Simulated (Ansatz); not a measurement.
## Geometry relaxation, with input and output: C4H8

- system: C4H8, SMILES C=CCC
- method: RKS r2SCAN-D4/STO-3G (Ansatz 0.2.0)

It belongs to a series of runs on one base structure; here: end point B relaxed. Figures and captions count atoms from 1; the log counts them from 0 in places.

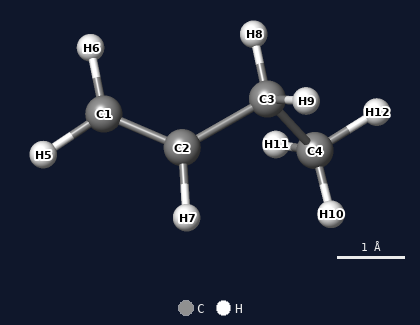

Fig. 1: The starting structure (ball-and-stick view, seen at a tilt; atoms are numbered from 1 in the order of the input). Bond lengths as drawn: C–C 1.30 to 1.57 Å and C–H 1.02 to 1.12 Å.

## Input file
```yaml
crystal:
  periodic: [false, false, false]
  atoms:
    - { symbol: C, position_ang: [-0.0668, 1.8478, 0.5849] }
    - { symbol: C, position_ang: [0.3241, 0.8832, -0.1914] }
    - { symbol: C, position_ang: [1.65899, 0.84573, -0.90712] }
    - { symbol: C, position_ang: [1.35691, 0.82875, -2.44682] }
    - { symbol: H, position_ang: [-1.0931, 1.8604, 1.022] }
    - { symbol: H, position_ang: [0.5007, 2.7852, 0.7469] }
    - { symbol: H, position_ang: [-0.38567, 0.04073, -0.36041] }
    - { symbol: H, position_ang: [2.22823, 1.66609, -0.6327] }
    - { symbol: H, position_ang: [2.13594, -0.03396, -0.64071] }
    - { symbol: H, position_ang: [0.81374, 0.02698, -2.76779] }
    - { symbol: H, position_ang: [0.90901, 1.80214, -2.74906] }
    - { symbol: H, position_ang: [2.36099, 0.82903, -2.94988] }
basis:
  gaussian: { orbitals: STO-3G }
hamiltonian:
  xc: r2scan
  dispersion: d4
relax:
  f_tol: 0.015
  max_steps: 40
```

Command:
```bash
ansatz run input.yaml --threads 1 --pin off --max-ram 2048MiB --backend cpu --events-out ev --progress --plain --runs-dir out
```

## The program's output
```
The last accepted step is kept in [file] (removed where the run ends without a failure and the disk answers)
Engine: ansatz 0.2.0, aarch64-unknown-linux-gnu
Functional definition: r2SCAN
  parameter k0 = 0.174
  parameter k1 = 0.065
  parameter a1 = 4.9479
  exchange = r2scan_x(k0 = k0, k1 = k1, a1 = a1)
  correlation = r2scan_c
421 factors; integrals over basis functions are off by at most 1.5e-5 eV
mean field evaluation 1: about -4223.6244 eV, gradient 4.4e0 eV
mean field evaluation 2: about -4223.5314 eV, gradient 6.8e0 eV
mean field evaluation 4: about -4223.6679 eV, gradient 3.7e-1 eV
mean field evaluation 8: about -4223.5414 eV, gradient 1.8e-3 eV
mean field -4223.54140856 eV, -155.2122839455 hartree, gradient 4.1e-6 eV, S^2 0.000000; 0 other end points of the search recorded, 0 dependent functions left out
the calculation of the forces begins
reference -4223.54141473 eV, -155.2122841721 hartree; 16, 16 occupied and 12, 12 virtual orbitals, 421 factors
relax step   1: F+E_penalty+E_count = -4223.58923448 eV  Δ(F+E_penalty+E_count) = +0.000e0 eV  max|allowed force component| = 4.389e0 eV/Å  Δτ_max = 0.0000 Å  (21 SCF iters, accepted)
these checks for a lower state are left out or cut short: starts, cluster_reference, orbital_swaps, neighbouring_geometries, increment
421 factors; integrals over basis functions are off by at most 1.3e-5 eV
mean field evaluation 16: about -4223.9457 eV, gradient 2.8e-1 eV
mean field -4223.94610242 eV, -155.2271561706 hartree, gradient 5.9e-6 eV, S^2 0.000000; 0 other end points of the search recorded, 0 dependent functions left out
the calculation of the forces begins
reference -4223.94610871 eV, -155.2271564015 hartree; 16, 16 occupied and 12, 12 virtual orbitals, 421 factors
relax step   2: F+E_penalty+E_count = -4223.99344940 eV  Δ(F+E_penalty+E_count) = -4.042e-1 eV  max|allowed force component| = 1.992e0 eV/Å  Δτ_max = 0.1915 Å  (24 SCF iters, accepted)
these checks for a lower state are left out or cut short: starts, cluster_reference, orbital_swaps, neighbouring_geometries, increment
421 factors; integrals over basis functions are off by at most 1.3e-5 eV
mean field -4224.06615024 eV, -155.2315678464 hartree, gradient 3.9e-6 eV, S^2 0.000000; 0 other end points of the search recorded, 0 dependent functions left out
the calculation of the forces begins
reference -4224.06615651 eV, -155.2315680770 hartree; 16, 16 occupied and 12, 12 virtual orbitals, 421 factors
relax step   3: F+E_penalty+E_count = -4224.11354910 eV  Δ(F+E_penalty+E_count) = -1.201e-1 eV  max|allowed force component| = 1.227e0 eV/Å  Δτ_max = 0.1166 Å  (25 SCF iters, accepted)
these checks for a lower state are left out or cut short: starts, cluster_reference, orbital_swaps, neighbouring_geometries, increment
421 factors; integrals over basis functions are off by at most 1.5e-5 eV
mean field evaluation 32: about -4223.9868 eV, gradient 3.5e-4 eV
mean field -4223.98680553 eV, -155.2286519820 hartree, gradient 4.1e-6 eV, S^2 0.000000; 0 other end points of the search recorded, 0 dependent functions left out
the calculation of the forces begins
reference -4223.98681175 eV, -155.2286522106 hartree; 16, 16 occupied and 12, 12 virtual orbitals, 421 factors
relax step   4: F+E_penalty+E_count = -4224.03434737 eV  Δ(F+E_penalty+E_count) = +7.920e-2 eV  max|allowed force component| = 2.720e0 eV/Å  Δτ_max = 0.0906 Å  (24 SCF iters, rejected (line search))
these checks for a lower state are left out or cut short: starts, cluster_reference, orbital_swaps, neighbouring_geometries, increment
421 factors; integrals over basis functions are off by at most 1.3e-5 eV
mean field -4224.10364862 eV, -155.2329458867 hartree, gradient 4.2e-6 eV, S^2 0.000000; 0 other end points of the search recorded, 0 dependent functions left out
the calculation of the forces begins
reference -4224.10365488 eV, -155.2329461166 hartree; 16, 16 occupied and 12, 12 virtual orbitals, 421 factors
relax step   5: F+E_penalty+E_count = -4224.15111836 eV  Δ(F+E_penalty+E_count) = -3.757e-2 eV  max|allowed force component| = 3.542e-1 eV/Å  Δτ_max = 0.0350 Å  (25 SCF iters, accepted)
these checks for a lower state are left out or cut short: starts, cluster_reference, orbital_swaps, neighbouring_geometries, increment
421 factors; integrals over basis functions are off by at most 1.3e-5 eV
mean field -4224.10476202 eV, -155.2329868033 hartree, gradient 4.2e-6 eV, S^2 0.000000; 0 other end points of the search recorded, 0 dependent functions left out
the calculation of the forces begins
reference -4224.10476827 eV, -155.2329870331 hartree; 16, 16 occupied and 12, 12 virtual orbitals, 421 factors
relax step   6: F+E_penalty+E_count = -4224.15221637 eV  Δ(F+E_penalty+E_count) = -1.098e-3 eV  max|allowed force component| = 2.046e-1 eV/Å  Δτ_max = 0.0340 Å  (25 SCF iters, accepted)
these checks for a lower state are left out or cut short: starts, cluster_reference, orbital_swaps, neighbouring_geometries, increment
421 factors; integrals over basis functions are off by at most 1.3e-5 eV
mean field -4224.10783101 eV, -155.2330995866 hartree, gradient 4.3e-6 eV, S^2 0.000000; 0 other end points of the search recorded, 0 dependent functions left out
the calculation of the forces begins
reference -4224.10783727 eV, -155.2330998164 hartree; 16, 16 occupied and 12, 12 virtual orbitals, 421 factors
relax step   7: F+E_penalty+E_count = -4224.15529876 eV  Δ(F+E_penalty+E_count) = -3.082e-3 eV  max|allowed force component| = 2.455e-2 eV/Å  Δτ_max = 0.0258 Å  (25 SCF iters, accepted)
these checks for a lower state are left out or cut short: starts, cluster_reference, orbital_swaps, neighbouring_geometries, increment
421 factors; integrals over basis functions are off by at most 1.3e-5 eV
mean field -4224.10791935 eV, -155.2331028330 hartree, gradient 2.4e-5 eV, S^2 0.000000; 0 other end points of the search recorded, 0 dependent functions left out
the calculation of the forces begins
reference -4224.10792561 eV, -155.2331030629 hartree; 16, 16 occupied and 12, 12 virtual orbitals, 421 factors
relax step   8: F+E_penalty+E_count = -4224.15538008 eV  Δ(F+E_penalty+E_count) = -8.132e-5 eV  max|allowed force component| = 1.049e-2 eV/Å  Δτ_max = 0.0025 Å  (18 SCF iters, accepted)
421 factors; integrals over basis functions are off by at most 1.3e-5 eV
mean field evaluation 64: about -4224.2016 eV, gradient 4.5e0 eV
```

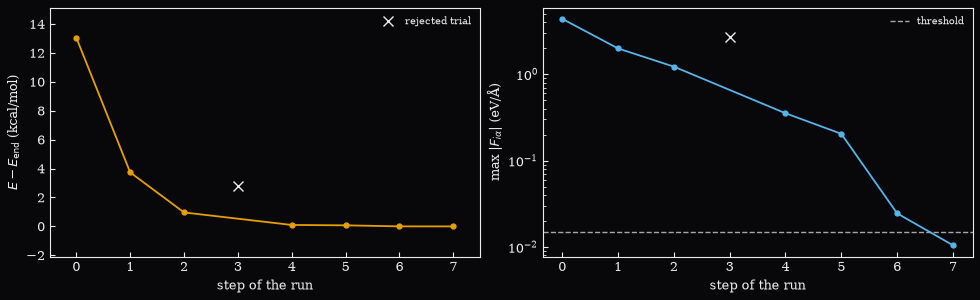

Fig. 2: Progress of the relaxation, step by step (the first geometry is step 0 here and step 1 in the log).

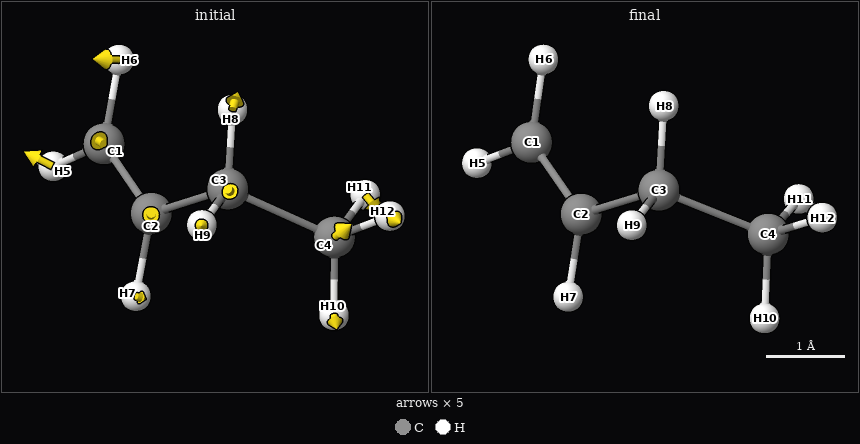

Fig. 3: Before (left) and after (right) the relaxation, at one scale (ball-and-stick view, seen at a tilt). The yellow arrows give the displacements, magnified 5 times. Over 7 geometry steps the energy falls by 13.1 kcal/mol. The largest force component goes from 4.4 to 0.01 eV/Å. The line search rejected the trial step at point 3 (counted from 0) and went back. The largest move after the best rigid fit is that of H5, 0.092 Å. Largest moves by element: H 0.092 Å, C 0.076 Å. Among the contacts that change: C4–H10 1.020 → 1.099 Å, C3–H9 1.036 → 1.106 Å, C3–H8 1.036 → 1.102 Å, C1–C2 1.298 → 1.336 Å. Among the angles that change: H11–C4–H12 103.8° → 108.6°, C3–C4–H12 105.5° → 110.3°, C2–C3–C4 107.1° → 111.7°. (Atoms are counted from 1 in the order of the input.)

```
mean field -4224.10791935 eV, -155.2331028330 hartree, gradient 2.4e-5 eV, S^2 0.000000; 1 other end points of the search recorded, 0 dependent functions left out
the calculation of the forces begins
reference -4224.10792561 eV, -155.2331030629 hartree; 16, 16 occupied and 12, 12 virtual orbitals, 421 factors
Total energy: -4224.15538634 eV, -155.2348472125 hartree
Atom 0 at    -0.116934     1.885385     0.614842 Å, force    -0.000012     0.010487     0.003055 eV/Å
Atom 1 at     0.270754     0.900190    -0.199267 Å, force    -0.002222    -0.007750    -0.002650 eV/Å
Atom 2 at     1.612178     0.859684    -0.931177 Å, force    -0.000428    -0.001671     0.000100 eV/Å
Atom 3 at     1.423944     0.849279    -2.475740 Å, force     0.001483    -0.000927    -0.001824 eV/Å
Atom 4 at    -1.092492     1.876000     1.112364 Å, force     0.006859    -0.001263    -0.002409 eV/Å
Atom 5 at     0.528009     2.746526     0.821815 Å, force    -0.003338    -0.004575     0.001261 eV/Å
Atom 6 at    -0.398624     0.048887    -0.393245 Å, force    -0.001364     0.001707     0.000655 eV/Å
Atom 7 at     2.220143     1.730372    -0.635668 Å, force    -0.000965     0.003188    -0.000457 eV/Å
Atom 8 at     2.163710    -0.052377    -0.636483 Å, force    -0.000365     0.000253     0.000841 eV/Å
Atom 9 at     0.825342    -0.019805    -2.783531 Å, force     0.000338    -0.000710    -0.000014 eV/Å
Atom 10 at     0.907189     1.761045    -2.806652 Å, force    -0.000250     0.000263     0.000915 eV/Å
Atom 11 at     2.399820     0.796903    -2.979348 Å, force     0.000264     0.000998     0.000528 eV/Å
Dipole moment:     0.039036    -0.027048    -0.048558 e Å
```

## Trajectory as extended XYZ (Å, eV, eV/Å), 8 frames, from step=1 to step=8
```
12
Properties=species:S:1:pos:R:3:forces:R:3 step=1 energy=-4223.58923
C    -0.0668    1.8478    0.5849   -1.8514   2.9639   1.8100
C     0.3241    0.8832   -0.1914   -0.0386  -2.1274  -0.9078
C     1.6590    0.8457   -0.9071   -4.0351  -0.4850  -2.1118
C     1.3569    0.8287   -2.4468    4.2558   4.3886   0.7525
H    -1.0931    1.8604    1.0220    0.7632  -0.0961  -0.1660
H     0.5007    2.7852    0.7469    0.0293  -0.5855   0.0432
H    -0.3857    0.0407   -0.3604    0.6748   0.2213  -0.0646
H     2.2282    1.6661   -0.6327    1.7478   2.4315   0.6193
H     2.1359   -0.0340   -0.6407    1.7656  -2.6627   0.6865
H     0.8137    0.0270   -2.7678   -2.2367  -2.9963  -0.9758
H     0.9090    1.8021   -2.7491   -0.2374  -0.7305   0.2194
H     2.3610    0.8290   -2.9499   -0.8374  -0.3219   0.0952
12
Properties=species:S:1:pos:R:3:forces:R:3 step=2 energy=-4223.99345
C    -0.1588    1.9347    0.5432    0.7751   0.6150   1.9925
C     0.2690    0.9130   -0.2034   -0.2226  -0.2374  -0.3063
C     1.6078    0.8513   -0.9367   -0.2002   0.0923  -0.4650
C     1.4401    0.8361   -2.4927    0.0113   0.5872   0.2858
H    -1.1048    1.8766    1.1250    0.3416   0.0375  -0.5969
H     0.5483    2.7365    0.9259   -0.9358  -0.6797  -1.0786
H    -0.3845    0.0345   -0.3384   -0.0320   0.1732  -0.2301
H     2.2017    1.7260   -0.6675    0.3552   0.2630   0.2406
H     2.1441   -0.0569   -0.6436    0.2683  -0.2787   0.2123
H     0.8550   -0.0316   -2.7908   -0.2776  -0.3119  -0.2277
H     0.9123    1.7559   -2.7984    0.0332  -0.2313  -0.0981
H     2.4130    0.8057   -3.0149   -0.1166  -0.0290   0.2716
12
Properties=species:S:1:pos:R:3:forces:R:3 step=3 energy=-4224.11355
C    -0.1213    1.8845    0.6177    0.5332   0.9705   0.2871
C     0.2801    0.8925   -0.1906   -0.3719   0.1425   0.0150
C     1.6182    0.8457   -0.9276   -0.0378   0.0927  -0.2459
C     1.4293    0.8471   -2.4783   -0.1006   0.0759   0.1603
H    -1.1074    1.8792    1.1225    0.4050  -0.0489  -0.2769
H     0.5266    2.7927    0.8260   -0.7401  -1.2266  -0.2501
H    -0.4053    0.0527   -0.4070    0.1607   0.0864   0.1413
H     2.2252    1.7168   -0.6382    0.0977  -0.0014   0.0824
H     2.1613   -0.0735   -0.6473    0.0791  -0.0114   0.0804
H     0.8447   -0.0307   -2.7857   -0.0259  -0.0035  -0.0539
H     0.8905    1.7552   -2.7888    0.0313  -0.0732  -0.0338
H     2.4012    0.8199   -2.9947   -0.0308  -0.0030   0.0941
12
Properties=species:S:1:pos:R:3:forces:R:3 step=4 energy=-4224.03435 accepted=F
C    -0.1106    1.8831    0.6272   -0.2736  -0.2308  -0.0323
C     0.2522    0.8962   -0.1989    0.9393   0.2124  -0.6868
C     1.6078    0.8870   -0.9646   -0.2716  -0.1816   2.7198
C     1.4303    0.8573   -2.4471   -0.5290  -0.1609  -1.9908
H    -1.1031    1.8966    1.1058    0.3173   0.0316   0.0336
H     0.5736    2.7180    0.8465   -0.2460  -0.1337  -0.0640
H    -0.3747    0.0326   -0.4542   -0.3984   0.0947   0.2179
H     2.1900    1.7439   -0.6018    0.1782   0.2449  -0.2718
H     2.1613   -0.0179   -0.6568    0.0499  -0.0776   0.0170
H     0.8319   -0.0147   -2.7358   -0.1232  -0.1613   0.0082
H     0.9034    1.7361   -2.8348    0.0152   0.2405   0.0734
H     2.3810    0.7640   -2.9775    0.3419   0.1218  -0.0242
12
Properties=species:S:1:pos:R:3:forces:R:3 step=5 energy=-4224.15112
C    -0.1167    1.8845    0.6138    0.0324   0.3401   0.1480
C     0.2690    0.9006   -0.2028    0.0975  -0.0817  -0.0200
C     1.6154    0.8589   -0.9326   -0.2084   0.0016   0.1172
C     1.4237    0.8510   -2.4730    0.0546   0.0358  -0.1446
H    -1.0942    1.8764    1.1177    0.1593  -0.0097  -0.0958
H     0.5294    2.7587    0.8182   -0.2211  -0.3542  -0.0760
H    -0.3938    0.0424   -0.3982    0.0034   0.0784   0.0385
H     2.2222    1.7246   -0.6275    0.0547   0.0690  -0.0228
H     2.1592   -0.0558   -0.6374    0.0399  -0.0442   0.0054
H     0.8286   -0.0188   -2.7814   -0.0339  -0.0443   0.0044
H     0.9031    1.7597   -2.8076    0.0117   0.0004   0.0383
H     2.3972    0.8000   -2.9814    0.0099   0.0088   0.0075
12
Properties=species:S:1:pos:R:3:forces:R:3 step=6 energy=-4224.15222
C    -0.1176    1.8851    0.6159    0.0564  -0.0904  -0.0556
C     0.2769    0.8980   -0.1958   -0.2046   0.1475   0.0727
C     1.6109    0.8642   -0.9319    0.2040  -0.0808   0.0077
C     1.4232    0.8494   -2.4772   -0.0545  -0.0122   0.0238
H    -1.1032    1.8843    1.0929    0.0304  -0.0385   0.0554
H     0.5343    2.7359    0.8429   -0.0317   0.0364  -0.0568
H    -0.3907    0.0456   -0.3895   -0.0282   0.0181  -0.0416
H     2.2207    1.7347   -0.6393   -0.0138   0.0033   0.0060
H     2.1620   -0.0477   -0.6357    0.0411   0.0037  -0.0252
H     0.8220   -0.0196   -2.7795   -0.0110  -0.0008  -0.0107
H     0.9078    1.7610   -2.8103   -0.0045   0.0034  -0.0056
H     2.3966    0.7913   -2.9847    0.0164   0.0103   0.0298
12
Properties=species:S:1:pos:R:3:forces:R:3 step=7 energy=-4224.15530
C    -0.1177    1.8860    0.6133   -0.0085  -0.0246   0.0163
C     0.2714    0.9004   -0.1995   -0.0186   0.0049  -0.0043
C     1.6123    0.8604   -0.9310    0.0226  -0.0107   0.0056
C     1.4238    0.8495   -2.4748   -0.0025  -0.0032  -0.0217
H    -1.0918    1.8741    1.1137    0.0040   0.0062  -0.0137
H     0.5270    2.7463    0.8206    0.0122   0.0222   0.0083
H    -0.3979    0.0496   -0.3952   -0.0029  -0.0074   0.0074
H     2.2214    1.7303   -0.6356   -0.0057   0.0059   0.0013
H     2.1636   -0.0521   -0.6368   -0.0012   0.0014   0.0039
H     0.8240   -0.0191   -2.7816   -0.0010  -0.0003  -0.0020
H     0.9080    1.7615   -2.8060   -0.0012   0.0025  -0.0020
H     2.3991    0.7952   -2.9792    0.0028   0.0031   0.0009
12
Properties=species:S:1:pos:R:3:forces:R:3 step=8 energy=-4224.15538
C    -0.1169    1.8854    0.6148    0.0000   0.0105   0.0031
C     0.2708    0.9002   -0.1993   -0.0022  -0.0077  -0.0027
C     1.6122    0.8597   -0.9312   -0.0004  -0.0017   0.0001
C     1.4239    0.8493   -2.4757    0.0015  -0.0009  -0.0018
H    -1.0925    1.8760    1.1124    0.0069  -0.0013  -0.0024
H     0.5280    2.7465    0.8218   -0.0033  -0.0046   0.0013
H    -0.3986    0.0489   -0.3932   -0.0014   0.0017   0.0007
H     2.2201    1.7304   -0.6357   -0.0010   0.0032  -0.0005
H     2.1637   -0.0524   -0.6365   -0.0004   0.0003   0.0008
H     0.8253   -0.0198   -2.7835    0.0003  -0.0007   0.0000
H     0.9072    1.7610   -2.8067   -0.0003   0.0003   0.0009
H     2.3998    0.7969   -2.9793    0.0003   0.0010   0.0005
```

## Results in brief

```json
{"quantity": "outcome", "value": "converged"}
{"quantity": "total energy", "value": "−4224.1554 eV"}
{"quantity": "mean-field energy", "value": "−4224.1079 eV"}
{"quantity": "largest force (length of the vector) at the end", "value": "0.011 eV/Å"}
{"quantity": "hardware", "value": "1 thread of Arm Neoverse V1, 24 GiB of memory available, shared host"}
{"quantity": "wall time", "value": "23 s"}
{"quantity": "peak memory", "value": "0.18 GiB"}
```
